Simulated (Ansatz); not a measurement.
## Electronic structure of GaP$_{2}$ in real space

```yaml
crystal:
  lattice:
    - [4.96015, 0.00000, 0.00000]
    - [0.00000, 6.12563, 0.00000]
    - [0.00000, 0.00000, 3.64091]
  atoms:
    - { symbol: Ga, position: [0.50000, 0.00000, 0.50000] }
    - { symbol: Ga, position: [0.00000, 0.50000, 0.00000] }
    - { symbol: P, position: [0.16578, 0.10692, 0.00000] }
    - { symbol: P, position: [0.83422, 0.89308, 0.00000] }
    - { symbol: P, position: [0.66578, 0.39308, 0.50000] }
    - { symbol: P, position: [0.33422, 0.60692, 0.50000] }
```

Space group Pnnm; a generated structure, not necessarily the stable one.

The calculation used DFT r2SCAN, scalar-relativistic, plane waves, PAW in Ansatz.

Core electrons are frozen (PAW), and the valence fields are smoothed inside the atomic spheres.

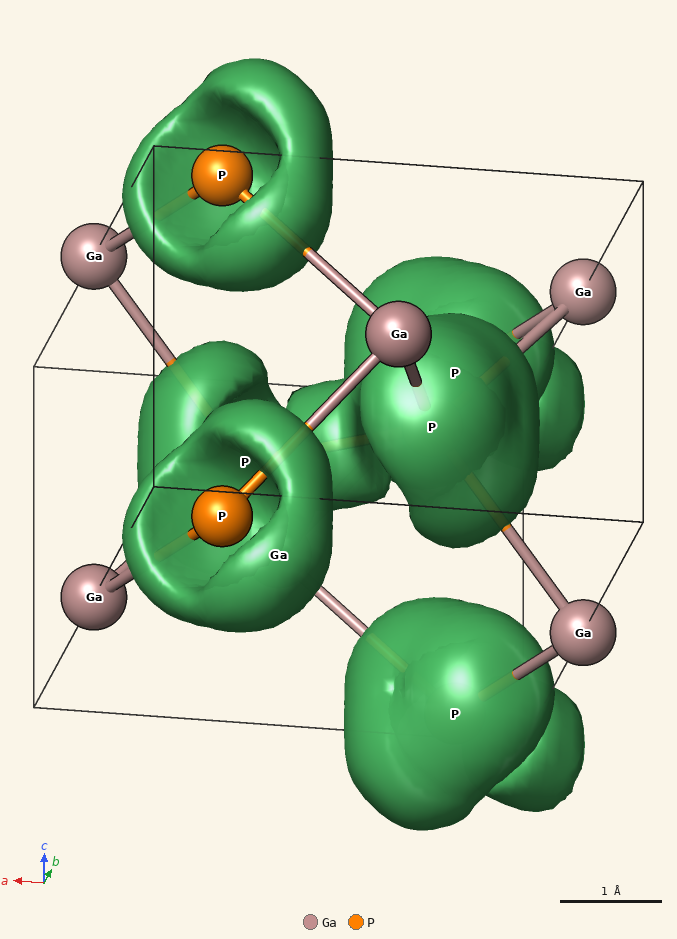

Figure 1. Isosurface of the ELF at 0.75 (green), seen at an oblique angle. Core shells and regions of very low density are left out. Sticks mark near contacts.

Question: What do the ELF domains correspond to?

Answer: The ELF exceeds this value in two regions between bonded P–P atoms and four regions on P in which the atom's valence shell and bonds are merged, counted in one cell of 6 atoms. Any copies at cell faces, edges or corners count once.


P–P (2.10 Å): the ELF peaks at about 0.90 between the atoms. Ga–P (2.54 Å): the ELF peaks at about 0.95 in the valence shell of P, 0.8 Å from its nucleus, and is about 0.70 at the midpoint.

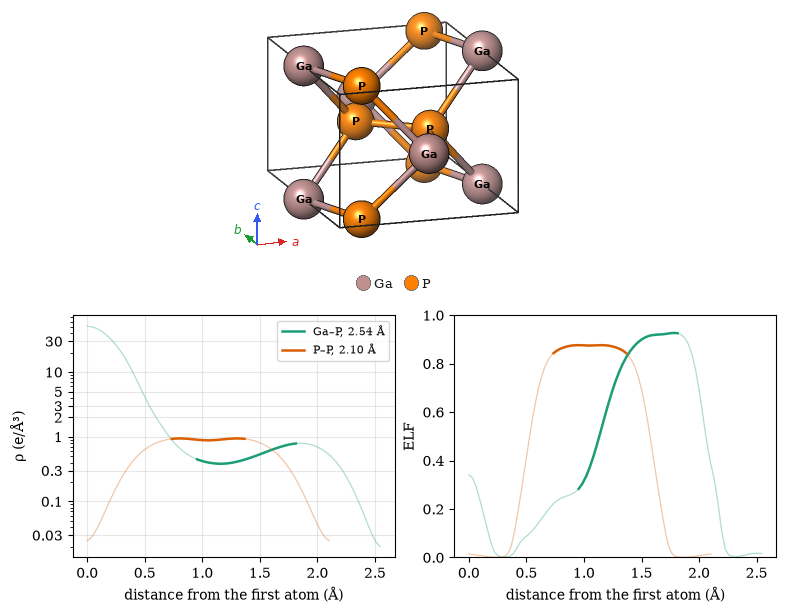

Figure 2. Valence pseudo-density and electron localisation function along straight lines between neighbouring atoms. Thin, pale parts lie inside the atomic spheres. The structure is drawn too.

Question: What can be read from the curves?

Answer: Ga–P (2.54 Å): the density is about 0.4 e/Å³ at the midpoint; the ELF peaks at about 0.95 in the valence shell of P, 0.8 Å from its nucleus, and is about 0.70 at the midpoint.
P–P (2.10 Å): ρ is about 0.88 e/Å³ halfway; the ELF peaks at about 0.90 between the atoms.

Question: What Bader charges does the calculation give?

Answer: Electrons move from Ga towards P. Bader charges: Ga +0.89 and P −0.44 e.

Question: Metal or insulator at this level of theory?

Answer: It is gapless in this calculation (a metal or semimetal).
